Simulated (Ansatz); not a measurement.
# Si31Pd (cell charge +2, with a compensating background) (cell with a defect): what the fields show

```
Pd Si
1.0
    -5.44370    5.44370   -5.44370
    -5.44370   -5.44370    5.44370
     5.44370    5.44370    5.44370
Pd Si
1 31
Direct
  0.99864 0.99920 0.74940
  0.75182 0.25236 0.74944
  0.75179 0.99916 0.00264
  0.49868 0.49918 0.74937
  0.49891 0.24615 0.99636
  0.49872 0.99916 0.24941
  0.25194 0.75220 0.74943
  0.24574 0.49932 0.99639
  0.24570 0.24611 0.24954
  0.25201 0.99920 0.50247
  0.99868 0.75215 0.00257
  0.99868 0.49916 0.24937
  0.99873 0.25237 0.50244
  0.74561 0.74600 0.24935
  0.74559 0.49904 0.49627
  0.49849 0.74589 0.49615
  0.99884 0.99922 0.49390
  0.74855 0.24930 0.49923
  0.74302 0.99910 0.74940
  0.49839 0.49879 0.49921
  0.49913 0.24940 0.74942
  0.49906 0.99918 0.99959
  0.24883 0.74896 0.49921
  0.24887 0.49949 0.74940
  0.25428 0.25466 0.00491
  0.24886 0.99912 0.24969
  0.99879 0.74370 0.74946
  0.99876 0.49950 0.99958
  0.99875 0.24937 0.24974
  0.74854 0.74896 0.99959
  0.74856 0.49883 0.24910
  0.49843 0.74903 0.24908
```

Computed with DFT r2SCAN, scalar-relativistic, plane waves, PAW in Ansatz 0.2.0.

In a PAW calculation such maps are meaningful between the atoms, not at the nuclei.

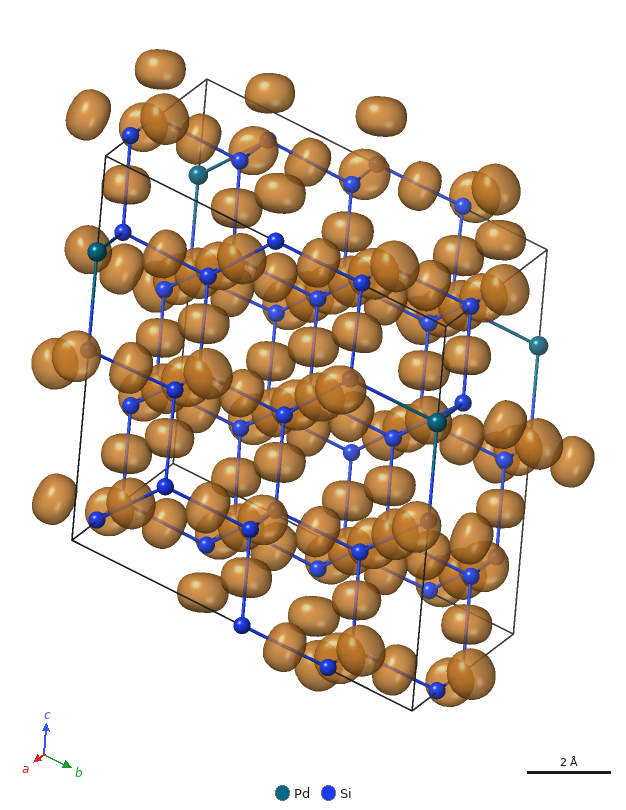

Figure 1. Isosurface of the ELF at 0.85 (orange), seen slightly off an axis. Core shells and regions of very low density are left out. Sticks mark near contacts.

Question: Identify the bonds, lone pairs and shells in this picture.

Answer: The ELF exceeds this value in 60 regions between bonded Si–Si atoms (shared pairs), counted in one cell of 32 atoms. Regions shared between cells count once.


Si–Si (2.34 Å): the ELF peaks at about 0.95 between the atoms (a covalent bond). Si–Pd (2.41 Å): the ELF peaks at about 0.75 in the valence shell of Si, 0.9 Å from its nucleus, and is about 0.55 at the midpoint.

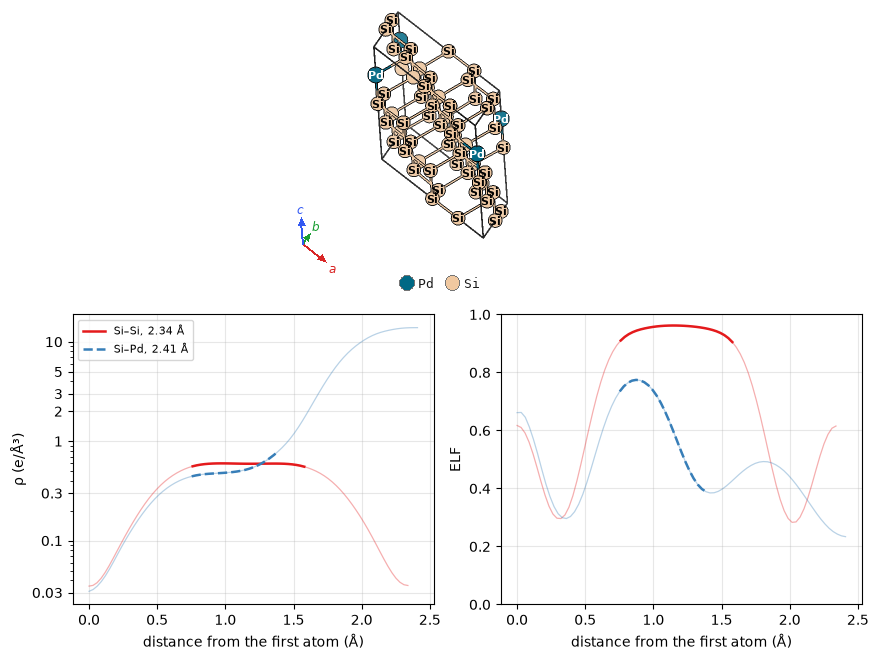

Figure 2. Valence pseudo-density and electron localisation function along straight lines between neighbouring atoms. Thin, pale parts lie inside the atomic spheres. The structure is drawn too.

Question: What can be read from the curves?

Answer: Si–Si (2.34 Å): ρ is about 0.59 e/Å³ halfway; the ELF peaks at about 0.95 between the atoms; a covalent bond.
Si–Pd (2.41 Å): ρ is about 0.55 e/Å³ halfway; the ELF peaks at about 0.75 in the valence shell of Si, 0.9 Å from its nucleus, and is about 0.55 at the midpoint.

Question: Metal or insulator at this level of theory?

Answer: It is gapped, with a Kohn–Sham gap of 0.85 eV on the k-point mesh (the band edges may lie off the mesh, which would make the gap smaller).
